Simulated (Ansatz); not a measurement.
**As: geometry relaxation (part 2 of 2)**

The same run, continued: As (5 atoms in the cell); DFT PBE, scalar-relativistic, plane waves, PAW, no spin polarisation (Ansatz 0.2.0); cutoff 420 eV, 14×8×6 k-mesh, Gaussian smearing of 0.1 eV. The structure was made by a generator, so it may or may not be a known phase.

Geometry of the input (Å; fractional positions):
```
2.6676  0.0000  0.0000
0.0000  5.6047  0.0000
0.0000  0.0000  7.5222
As 0.5000  0.7557  0.3178
As 0.5000  0.2443  0.3178
As 0.5000  0.7557  0.6822
As 0.5000  0.2443  0.6822
As 0.5000  0.5000  0.0000
```

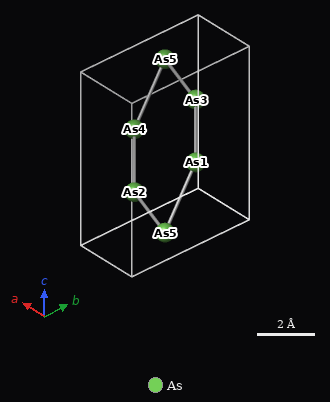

Fig. 1: The geometry at step 3 of the log (ball-and-stick view of the cell of the calculation, seen at an oblique angle; atoms are numbered from 1 in the order of the input).

What the program printed, continued:
```
SCF iter   1: F=—  HF=-24279.735034 eV  |F-HF|=—  |Δ(HF+E_count)|=         —  Δρ=1.78e-3  dr2=3.40e-3  ethr=4.50e-6  ⟨swp⟩=2.0  Hψ=38777  notcnv=0
preconditioner: auto → LDOS  [metal: Δε(μ)=0.003 eV  Ē_g=9.140 eV  σ=0.100 eV  W_gap=0.02  n_scr=30 (ndim 8)  ℏωp=17.5 eV  f_vac=0.075  D(μ)=2.37/eV (n_scr^D=10)  β→1.0]
SCF iter   2: F=—  HF=-24279.734786 eV  |F-HF|=—  |Δ(HF+E_count)|=   2.49e-4  Δρ=5.11e-4  dr2=5.57e-4  ethr=4.50e-6  ⟨swp⟩=2.0  Hψ=8996  notcnv=0
SCF iter   3: F=—  HF=-24279.734812 eV  |F-HF|=—  |Δ(HF+E_count)|=   2.64e-5  Δρ=2.29e-4  dr2=2.03e-4  ethr=7.43e-7  ⟨swp⟩=3.0  Hψ=14066  notcnv=0
SCF iter   4: F=—  HF=-24279.734797 eV  |F-HF|=—  |Δ(HF+E_count)|=   1.55e-5  Δρ=8.36e-5  dr2=2.73e-5  ethr=2.71e-7  ⟨swp⟩=2.0  Hψ=8444  notcnv=0
SCF iter   5: F=—  HF=-24279.734790 eV  |F-HF|=—  |Δ(HF+E_count)|=   6.57e-6  Δρ=1.74e-5  dr2=1.31e-6  ethr=3.64e-8  ⟨swp⟩=2.0  Hψ=8493  notcnv=0
SCF iter   6: F=-24279.734790 eV  HF=-24279.734790 eV  |F-HF|=2.57e-8  |Δ(HF+E_count)|=   2.59e-7  Δρ=2.55e-6  dr2=1.87e-8  ethr=6.67e-10  ⟨swp⟩=11.1  Hψ=59295  notcnv=0
the search or the solves at the SCF's close seem to have found levels that the self-consistency loop had missed (the run counts 1). By its estimate they hold under 1e-12 electrons; where the run keeps them, the occupations were computed again with them
SCF 5 converged in 6 iterations: F = -24279.734790 eV  dr2 = 1.87e-8
relax step   5: F+E_penalty+E_count = -24279.73478966 eV  Δ(F+E_penalty+E_count) = -4.686e-3 eV  max|allowed force component| = 9.037e-3 eV/Å  Δτ_max = 0.0365 Å  P = +0.016 GPa  Ω = 112.224 Å³  energy of the carried Pulay correction = +3.253e-5 eV  (6 SCF iters, dr2 threshold 5.00e-7 eV, accepted)
iter 1 solved again at ethr=2.69e-7 eV; its pass at ethr=3.10e-3 eV (dr2=2.01e-4 eV) is discarded
SCF iter   1: F=—  HF=-24279.735326 eV  |F-HF|=—  |Δ(HF+E_count)|=         —  Δρ=3.30e-4  dr2=1.70e-4  ethr=2.69e-7  ⟨swp⟩=3.1  Hψ=38073  notcnv=0
preconditioner: auto → LDOS  [metal: Δε(μ)=0.007 eV  Ē_g=9.141 eV  σ=0.100 eV  W_gap=0.04  n_scr=26 (ndim 8)  ℏωp=17.5 eV  f_vac=0.076  D(μ)=2.35/eV (n_scr^D=10)  β→1.0]
SCF iter   2: F=—  HF=-24279.735318 eV  |F-HF|=—  |Δ(HF+E_count)|=   8.00e-6  Δρ=1.34e-4  dr2=4.67e-5  ethr=2.26e-7  ⟨swp⟩=2.0  Hψ=8716  notcnv=0
SCF iter   3: F=—  HF=-24279.735341 eV  |F-HF|=—  |Δ(HF+E_count)|=   2.26e-5  Δρ=5.35e-5  dr2=1.01e-5  ethr=6.23e-8  ⟨swp⟩=3.0  Hψ=13621  notcnv=0
SCF iter   4: F=—  HF=-24279.735339 eV  |F-HF|=—  |Δ(HF+E_count)|=   2.09e-6  Δρ=1.57e-5  dr2=8.24e-7  ethr=1.34e-8  ⟨swp⟩=2.0  Hψ=8464  notcnv=0
SCF iter   5: F=-24279.735339 eV  HF=-24279.735339 eV  |F-HF|=2.13e-8  |Δ(HF+E_count)|=   1.33e-7  Δρ=2.99e-6  dr2=2.77e-8  ethr=1.35e-10  ⟨swp⟩=7.1  Hψ=48452  notcnv=0
SCF 6 converged in 5 iterations: F = -24279.735339 eV  dr2 = 2.77e-8
  greatest PAW one-centre occupation: 0.999 electrons in one spin orbital (limit 2), on the As atom at site 2 (counted from 0), in its partial waves of l = 2
relax step   6: F+E_penalty+E_count = -24279.73533863 eV  Δ(F+E_penalty+E_count) = -5.490e-4 eV  max|allowed force component| = 5.886e-3 eV/Å  Δτ_max = 0.0078 Å  P = -0.018 GPa  Ω = 112.224 Å³  energy of the carried Pulay correction = +3.252e-5 eV  (5 SCF iters, dr2 threshold 1.01e-7 eV, accepted)
Crystal: 5 atoms, lattice volume = 112.163 Å³
iter 1 solved again at ethr=1.01e-8 eV; its pass at ethr=3.10e-3 eV (dr2=7.56e-6 eV) is discarded
SCF iter   1: F=—  HF=-24279.735349 eV  |F-HF|=—  |Δ(HF+E_count)|=         —  Δρ=9.25e-5  dr2=7.61e-6  ethr=1.01e-8  ⟨swp⟩=2.8  Hψ=31540  notcnv=0
preconditioner: auto → LDOS  [metal: Δε(μ)=0.013 eV  Ē_g=9.144 eV  σ=0.100 eV  W_gap=0.07  n_scr=26 (ndim 8)  ℏωp=17.5 eV  f_vac=0.076  D(μ)=2.33/eV (n_scr^D=10)  β→1.0]
SCF iter   2: F=—  HF=-24279.735375 eV  |F-HF|=—  |Δ(HF+E_count)|=   2.62e-5  Δρ=2.16e-5  dr2=9.83e-7  ethr=1.01e-8  ⟨swp⟩=2.0  Hψ=8598  notcnv=0
SCF iter   3: F=—  HF=-24279.735376 eV  |F-HF|=—  |Δ(HF+E_count)|=   3.83e-7  Δρ=1.22e-5  dr2=5.66e-7  ethr=1.31e-9  ⟨swp⟩=3.0  Hψ=14317  notcnv=0
SCF iter   4: F=—  HF=-24279.735376 eV  |F-HF|=—  |Δ(HF+E_count)|=   1.37e-7  Δρ=3.69e-6  dr2=5.68e-8  ethr=7.55e-10  ⟨swp⟩=2.0  Hψ=8461  notcnv=0
SCF iter   5: F=-24279.735376 eV  HF=-24279.735376 eV  |F-HF|=1.76e-9  |Δ(HF+E_count)|=   1.39e-8  Δρ=6.70e-7  dr2=2.06e-9  ethr=8.71e-12  ⟨swp⟩=6.0  Hψ=44874  notcnv=0
SCF 7 converged in 5 iterations: F = -24279.735376 eV  dr2 = 2.06e-9
relax step   7: F+E_penalty+E_count = -24279.73537559 eV  Δ(F+E_penalty+E_count) = -3.696e-5 eV  max|allowed force component| = 1.163e-3 eV/Å  Δτ_max = 0.0020 Å  P = +0.004 GPa  Ω = 112.163 Å³  energy of the carried Pulay correction = +4.070e-5 eV  (5 SCF iters, dr2 threshold 6.53e-9 eV, accepted)
Basis set: ecut = 420 eV, 2191 PW (Γ), exchange–correlation on 40×80×100 points (8 copies of the dense FFT grid, shifted against one another)
Initial wavefunctions: pseudopotential atomic-orbital guess (no wavefunctions were taken with the density)
iter 1 solved again at ethr=2.19e-8 eV; its pass at ethr=3.10e-3 eV (dr2=1.64e-5 eV) is discarded
SCF iter   1: F=—  HF=-24279.735331 eV  |F-HF|=—  |Δ(HF+E_count)|=         —  Δρ=3.13e-5  dr2=8.42e-8  ethr=2.19e-8  ⟨swp⟩=3.2  Hψ=42418  notcnv=0
SCF iter   2: F=—  HF=-24279.735382 eV  |F-HF|=—  |Δ(HF+E_count)|=   5.09e-5  Δρ=1.85e-6  dr2=3.40e-9  ethr=1.12e-10  ⟨swp⟩=2.0  Hψ=13213  notcnv=0
SCF iter   3: F=—  HF=-24279.735382 eV  |F-HF|=—  |Δ(HF+E_count)|=   2.05e-9  Δρ=7.60e-7  dr2=1.09e-9  ethr=4.53e-12  ⟨swp⟩=2.0  Hψ=13230  notcnv=0
SCF iter   4: F=—  HF=-24279.735382 eV  |F-HF|=—  |Δ(HF+E_count)|=  8.37e-10  Δρ=1.47e-7  dr2=2.38e-11  ethr=1.00e-12  ⟨swp⟩=4.4  Hψ=39822  notcnv=0
SCF iter   5: F=-24279.735382 eV  HF=-24279.735382 eV  |F-HF|=7.28e-12  |Δ(HF+E_count)|=    0.00e0  Δρ=3.74e-8  dr2=3.09e-12  ethr=1.00e-12  ⟨swp⟩=5.0  Hψ=31898  notcnv=0
SCF 8 converged in 5 iterations: F = -24279.735382 eV  dr2 = 3.09e-12
relax step   8: F+E_penalty+E_count = -24279.73538182 eV  Δ(F+E_penalty+E_count) = -6.234e-6 eV  max|allowed force component| = 1.135e-3 eV/Å  Δτ_max = 0.0000 Å  P = +0.005 GPa  Ω = 112.163 Å³  stress off target by 8.23e-3 GPa  SCF on the basis re-selected at this cell (its energy is not comparable with the rows above)  (5 SCF iters)
basis re-selected at this cell: Δ(F+E_penalty+E_count) = -6.234e-6 eV, ΔP = +0.001 GPa vs the last step (what re-selecting the basis moved, of the pressure what is left beyond the Pulay correction that the steps carried, after the strain that the cell walked since its last selection, with what the two solves' SCF thresholds leave and, on support functions, any second-order correction that the steps lacked; it is no measure of the basis error at this ecutwfc). The dense FFT grid was sized anew with the basis: this SCF ran on 20×40×50 points, the steps before it on 18×40×54, so part of this shift can come from that change (see relax.cell in the input reference). This SCF's stress stands 8.23e-3 GPa from its target on what of the cell is left free (relax.cell.stress_tol is 5.00e-2 GPa) and its largest allowed force component is 1.13e-3 eV/Å (relax.f_tol is 1.00e-2 eV/Å): within both
SCF converged after 5 iterations
Free energy (F): -24279.735382 eV
Harris-Foulkes:  -24279.735382 eV  (|F-HF|=7.28e-12)
Internal energy: -24279.723752 eV  (E = F + TS)
E sigma→0 (E₀):  -24279.729567 eV
Entropy (-TS):   -0.011630 eV (-2.326 meV/atom)
Fermi energy:    9.779911 eV
--- Per-component energies (eV) ---
  E_band       = -1214.422426
  E_kinetic    = 510.455578
  E_local      = -8955.984879  (includes V_loc(G=0)·N_el)
  E_nonlocal   = -3353.562590
  E_hartree    = 4907.485644
  E_xc         = -395.285905
  E_vxc        = -394.968646  (∫ρ·V_xc dr)
  E_paw        = -9173.020475  (= ΣΔE_a)
  E_vpaw       = 1164.666807  (= ΣTr[D̂ρ^β])
  E_aug_tail   = 0.000037  (compensation charges beyond the density's cutoff)
  E_ewald      = -7819.811161
  E_smearing   = -0.011630  (= −TS)
  E_closure    = -0.000000  (closes the sum)
  Σ components = -24279.735382   (vs F -24279.735382, Δ=0.00e0)
--- Forces (eV/Å), atoms counted from 1 ---
  atom   1  As     0.00000000    -0.00113490    -0.00035765
  atom   2  As    -0.00000000     0.00113490    -0.00035765
  atom   3  As     0.00000000    -0.00113490     0.00035765
  atom   4  As    -0.00000000     0.00113490     0.00035765
  atom   5  As     0.00000000     0.00000000     0.00000000
  max |Σ_I F_I| component: 1.10e-29 eV/Å
--- Stress (GPa, compression-positive) ---
        0.007045      -0.000000       0.000000
       -0.000000       0.008234      -0.000000
        0.000000      -0.000000      -0.001248
  P = ⅓ Tr σ = 0.0047 GPa (0.047 kbar)
--- Band table (eV; the first three rows and the last of 160) ---
  k-point 0: bands = ["-26.2380", "-26.2173", "-26.2148", "-26.2068", "-26.1996", "-26.1994", "-26.1774", "-26.1752", "-26.1670", "-26.1663", "-26.1613", "-26.1526", "-26.1496", "-26.1495", "-26.1460", "-26.1432", "-26.1398", "-26.1383", "-26.1309", "-26.1286", "-26.1267", "-26.1245", "-26.1239", "-26.1205", "-26.1045", "-4.7731", "-2.8218", "-2.0657", "-1.7281", "0.1033", "3.8706", "4.1269", "5.2377", "5.7539", "8.1711", "10.8170", "11.6678", "12.9460", "13.0662", "13.3963", "13.9424", "14.5508", "15.4815", "16.1495", "16.2105"]
  k-point 1: bands = ["-26.2374", "-26.2177", "-26.2140", "-26.2121", "-26.1998", "-26.1934", "-26.1776", "-26.1768", "-26.1693", "-26.1678", "-26.1587", "-26.1506", "-26.1493", "-26.1488", "-26.1462", "-26.1426", "-26.1397", "-26.1382", "-26.1325", "-26.1293", "-26.1258", "-26.1245", "-26.1241", "-26.1204", "-26.1053", "-4.7165", "-3.1531", "-1.7094", "-1.7082", "0.0455", "3.6090", "4.1959", "5.4727", "5.7753", "8.3319", "9.6871", "12.4253", "12.7032", "13.4043", "13.5179", "13.9937", "14.5460", "15.2537", "16.2187", "16.3504"]
  k-point 2: bands = ["-26.2361", "-26.2184", "-26.2174", "-26.2120", "-26.2013", "-26.1857", "-26.1791", "-26.1778", "-26.1726", "-26.1711", "-26.1555", "-26.1485", "-26.1475", "-26.1467", "-26.1463", "-26.1410", "-26.1393", "-26.1377", "-26.1353", "-26.1317", "-26.1249", "-26.1245", "-26.1243", "-26.1201", "-26.1069", "-4.5634", "-3.6069", "-1.6655", "-1.2260", "-0.0690", "3.1558", "4.3535", "5.6438", "6.1275", "8.3216", "8.9519", "11.2163", "13.2433", "14.0503", "14.1338", "14.5638", "14.8052", "14.8984", "16.2355", "16.6156"]
  k-point 159: bands = ["-26.2147", "-26.2050", "-26.2010", "-26.1923", "-26.1753", "-26.1733", "-26.1693", "-26.1673", "-26.1654", "-26.1649", "-26.1622", "-26.1550", "-26.1549", "-26.1546", "-26.1538", "-26.1526", "-26.1465", "-26.1461", "-26.1377", "-26.1199", "-26.1173", "-26.1079", "-26.0978", "-26.0938", "-26.0857", "-0.8497", "-0.3329", "0.1017", "0.7990", "3.7341", "4.1916", "4.5326", "4.9077", "5.5025", "6.9240", "7.4694", "7.9188", "8.5723", "9.3017", "11.0331", "11.2965", "12.3735", "14.2688", "14.4310", "14.7823"]
--- Relaxed structure (7 steps of the walk, 7 accepted, 1 SCFs on fresh bases) ---
  F+E_penalty+E_count = -24279.73538182 eV   max|allowed force component| = 1.135e-3 eV/Å   (the final SCF, on the basis selected at the relaxed cell)
  cell:  # Å, volume = 112.1631 Å³
    - [2.7312898316759027, 0.0, 0.0]
    - [0.0, 5.668582910676823, 0.0]
    - [0.0, 0.0, 7.244488314730228]
  atoms:
    - { symbol: As, position: [0.49999999999999994, 0.7703638664738307, 0.3163658765381548] }
    - { symbol: As, position: [0.49999999999999994, 0.22963613352616946, 0.3163658765381548] }
    - { symbol: As, position: [0.49999999999999994, 0.7703638664738307, 0.6836341234618452] }
    - { symbol: As, position: [0.49999999999999994, 0.22963613352616946, 0.6836341234618452] }
    - { symbol: As, position: [0.49999999999999994, 0.5, -2.3061531874689455e-19] }
```

Trajectory as extended XYZ (Å, eV, eV/Å), 8 frames, from step=1 to step=8:
```
5
Lattice="2.6676 0.0000 0.0000 0.0000 5.6047 0.0000 0.0000 0.0000 7.5222" Properties=species:S:1:pos:R:3:forces:R:3 step=1 energy=-24279.65584 pressure_GPa=-0.51
As    1.3338    4.2354    2.3905    0.0000   0.0690   0.1372
As    1.3338    1.3693    2.3905    0.0000  -0.0690   0.1372
As    1.3338    4.2354    5.1317    0.0000   0.0690  -0.1372
As    1.3338    1.3693    5.1317    0.0000  -0.0690  -0.1372
As    1.3338    2.8024    0.0000    0.0000   0.0000   0.0000
5
Lattice="2.7214 0.0000 0.0000 0.0000 5.5194 0.0000 0.0000 0.0000 7.3247" Properties=species:S:1:pos:R:3:forces:R:3 step=2 energy=-24279.70508 pressure_GPa=0.99
As    1.3607    4.1822    2.3448    0.0000   0.1172  -0.0970
As    1.3607    1.3371    2.3448    0.0000  -0.1172  -0.0970
As    1.3607    4.1822    4.9798    0.0000   0.1172   0.0970
As    1.3607    1.3371    4.9798    0.0000  -0.1172   0.0970
As    1.3607    2.7597    0.0000    0.0000   0.0000   0.0000
5
Lattice="2.7284 0.0000 0.0000 0.0000 5.5769 0.0000 0.0000 0.0000 7.3445" Properties=species:S:1:pos:R:3:forces:R:3 step=3 energy=-24279.71935 pressure_GPa=-0.16
As    1.3642    4.2401    2.3402    0.0000   0.1101  -0.0091
As    1.3642    1.3368    2.3402    0.0000  -0.1101  -0.0091
As    1.3642    4.2401    5.0042    0.0000   0.1101   0.0091
As    1.3642    1.3368    5.0042    0.0000  -0.1101   0.0091
As    1.3642    2.7884    0.0000    0.0000   0.0000   0.0000
5
Lattice="2.7278 0.0000 0.0000 0.0000 5.6281 0.0000 0.0000 0.0000 7.2628" Properties=species:S:1:pos:R:3:forces:R:3 step=4 energy=-24279.73010 pressure_GPa=0.07
As    1.3639    4.3070    2.2987    0.0000   0.0985   0.0248
As    1.3639    1.3212    2.2987    0.0000  -0.0985   0.0248
As    1.3639    4.3070    4.9642    0.0000   0.0985  -0.0248
As    1.3639    1.3212    4.9642    0.0000  -0.0985  -0.0248
As    1.3639    2.8141    0.0000    0.0000   0.0000   0.0000
5
Lattice="2.7350 0.0000 0.0000 0.0000 5.6888 0.0000 0.0000 0.0000 7.2129" Properties=species:S:1:pos:R:3:forces:R:3 step=5 energy=-24279.73479 pressure_GPa=0.02
As    1.3675    4.3896    2.2755    0.0000  -0.0026   0.0090
As    1.3675    1.2992    2.2755    0.0000   0.0026   0.0090
As    1.3675    4.3896    4.9374    0.0000  -0.0026  -0.0090
As    1.3675    1.2992    4.9374    0.0000   0.0026  -0.0090
As    1.3675    2.8444    0.0000    0.0000   0.0000   0.0000
5
Lattice="2.7317 0.0000 0.0000 0.0000 5.6709 0.0000 0.0000 0.0000 7.2444" Properties=species:S:1:pos:R:3:forces:R:3 step=6 energy=-24279.73534 pressure_GPa=-0.02
As    1.3658    4.3704    2.2909    0.0000  -0.0059   0.0037
As    1.3658    1.3005    2.2909    0.0000   0.0059   0.0037
As    1.3658    4.3704    4.9535    0.0000  -0.0059  -0.0037
As    1.3658    1.3005    4.9535    0.0000   0.0059  -0.0037
As    1.3658    2.8355    0.0000    0.0000   0.0000   0.0000
5
Lattice="2.7313 0.0000 0.0000 0.0000 5.6686 0.0000 0.0000 0.0000 7.2445" Properties=species:S:1:pos:R:3:forces:R:3 step=7 energy=-24279.73538 pressure_GPa=0.00
As    1.3656    4.3669    2.2919    0.0000  -0.0012  -0.0004
As    1.3656    1.3017    2.2919    0.0000   0.0012  -0.0004
As    1.3656    4.3669    4.9526    0.0000  -0.0012   0.0004
As    1.3656    1.3017    4.9526    0.0000   0.0012   0.0004
As    1.3656    2.8343    0.0000    0.0000   0.0000   0.0000
5
Lattice="2.7313 0.0000 0.0000 0.0000 5.6686 0.0000 0.0000 0.0000 7.2445" Properties=species:S:1:pos:R:3:forces:R:3 step=8 energy=-24279.73538 pressure_GPa=0.00
As    1.3656    4.3669    2.2919    0.0000  -0.0011  -0.0004
As    1.3656    1.3017    2.2919    0.0000   0.0011  -0.0004
As    1.3656    4.3669    4.9526    0.0000  -0.0011   0.0004
As    1.3656    1.3017    4.9526    0.0000   0.0011   0.0004
As    1.3656    2.8343    0.0000    0.0000   0.0000   0.0000
```

Summary:

| quantity | value |
| --- | --- |
| outcome | converged |
| space group (tolerance 0.01 Å) | Pmmm (47) |
| electrons treated | 75 |
| free energy | −24279.7354 eV |
| Fermi energy | 9.780 eV |
| gap on the k-point mesh | none (metallic) |
| pressure | 0.00 GPa |
| final volume | 112.16 Å³ |
| largest force (length of the vector) at the end | 0.001 eV/Å |
| final cell | a = 2.731 Å, b = 5.669 Å, c = 7.244 Å, α = 90.00°, β = 90.00°, γ = 90.00° |
| hardware | 1 thread of Arm Neoverse V2, 24 GiB of memory available, shared host |
| wall time | 5.7 min |
| peak memory | 0.77 GiB |
